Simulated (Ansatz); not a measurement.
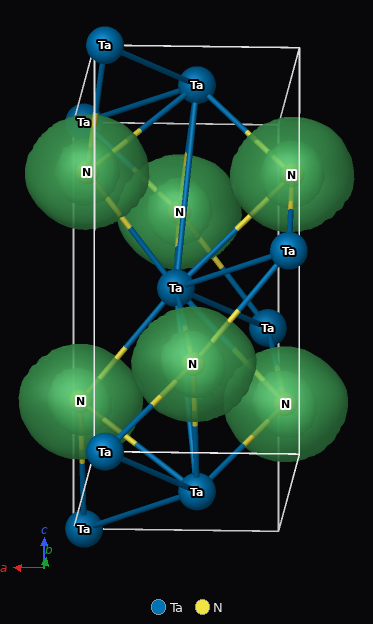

Figure 1: TaN. Isosurface of the ELF at 0.7 (green), seen at an oblique angle. Core shells and regions of very low density are left out. Sticks mark near contacts.

Space group C222₁; a point of a scan over the structure, not its minimum; not relaxed (largest force 1.9 eV/Å); computed pressure about 3 GPa in this cell; PAW files of the earlier set (soft_1).

These are results of Ansatz 0.2.0, DFT PBE, scalar-relativistic, plane waves, PAW, not measurements.

Identify the bonds, lone pairs and shells in this picture.

Answer. The surface consists of four regions wrapped around N (the valence shell of each), counted in one cell of 8 atoms. Any copies at cell faces, edges or corners count once. Profiles from the grid: Ta–N (2.15 Å): the ELF peaks at about 0.85 in the valence shell of N, 0.6 Å from its nucleus, and is about 0.20 at the midpoint: no localised pair shows between them. Ta–Ta (2.92 Å): the ELF is about 0.25 at the midpoint (no shared electron pair shows on this line).

Metal or insulator at this level of theory?

Answer. It is metallic or semimetallic at this level of theory: no gap opens; semilocal functionals without U, or without the true magnetic order, often close the gap of such compounds.
